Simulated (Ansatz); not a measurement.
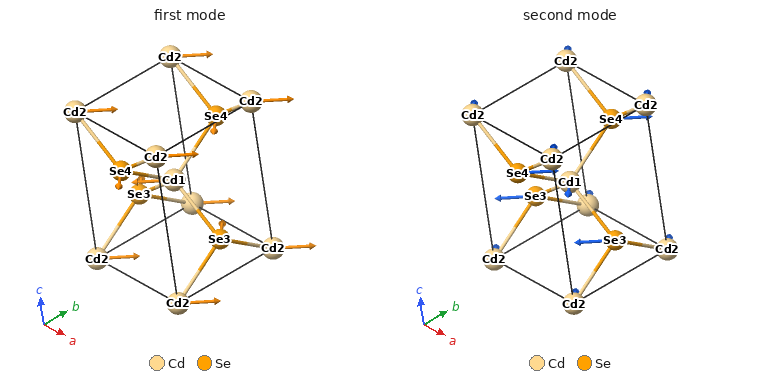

The system is CdSe (F-43m, No. 216; 4 atoms in the cell); the picture shows the reference structure; its two panels give the patterns of the first and the second mode as arrows. The energy is mapped over two normal modes frozen in (zone-centre modes of the 4-atom cell of this scan, which folds in the wave vector (0, 1/2, 1/2) of the primitive cell). Coordinates scanned: (1) amplitude of mode 4 (41 cm⁻¹), largest displacement; (2) amplitude of mode 11 (182 cm⁻¹), largest displacement. Nothing is relaxed (the cell and all other modes fixed). Grid: 7 × 7 points; 16 points were computed and 33 follow by symmetry. Points are written as (first, second). Energies: meV per cell, counted from the lowest grid point. The calculation used DFT PBEsol, scalar-relativistic, plane waves, PAW in Ansatz. Settings: cutoff 420 eV, k-mesh 8×8×6 in the order of the run's cell vectors, gaussian smearing 0.05 eV, no spin polarisation.

Its coordinates:

```xyz
4
Lattice="0.0000 -3.0413 -3.0413 0.0000 3.0413 -3.0413 6.0826 0.0000 0.0000" Properties=species:S:1:pos:R:3 pbc="T T T"
Cd    3.0413    0.0000   -3.0413
Cd    0.0000    0.0000    0.0000
Se    1.5207    1.5207   -1.5207
Se    4.5620   -1.5207   -1.5207
```

Range: amplitude of mode 4 (41 cm⁻¹), largest displacement from −0.397 to 0.397 Å; amplitude of mode 11 (182 cm⁻¹), largest displacement from −0.15 to 0.15 Å.

Predict the map.

The lowest grid point is at (0.000 Å, 0.00 Å). No other kind of well shows on this grid. The highest grid point, (−0.397 Å, −0.15 Å), lies 406 meV above the lowest. The gap on the k-mesh is 0.5 eV at the lowest point and runs from 0.5 to 0.5 eV over the map.

| second ↓, first → | −0.397 | −0.265 | −0.132 | 0.000 | 0.132 | 0.265 | 0.397 |
| --- | --- | --- | --- | --- | --- | --- | --- |
| 0.15 | 406 | 343 | 312 | 303 | 312 | 343 | 406 |
| 0.10 | 272 | 191 | 147 | 134 | 147 | 191 | 272 |
| 0.05 | 193 | 100 | 49 | 33 | 49 | 100 | 193 |
| 0.00 | 166 | 70 | 17 | 0 | 17 | 70 | 166 |
| −0.05 | 193 | 100 | 49 | 33 | 49 | 100 | 193 |
| −0.10 | 272 | 191 | 147 | 134 | 147 | 191 | 272 |
| −0.15 | 406 | 343 | 312 | 303 | 312 | 343 | 406 |

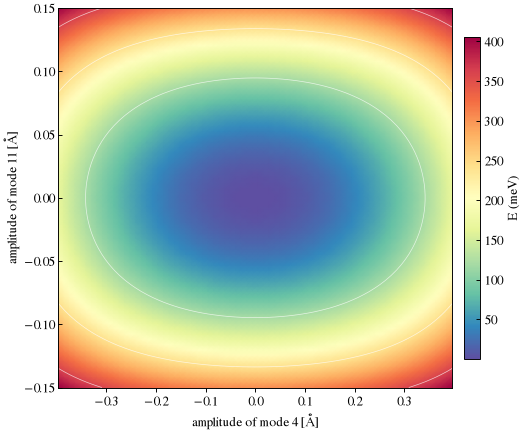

In the figure: a smooth colour map with a few white contour lines. Between grid points the surface is interpolated.

Time for the 16 points that were run: 24 min on 1 thread of Arm Neoverse N1, with other jobs on the host.
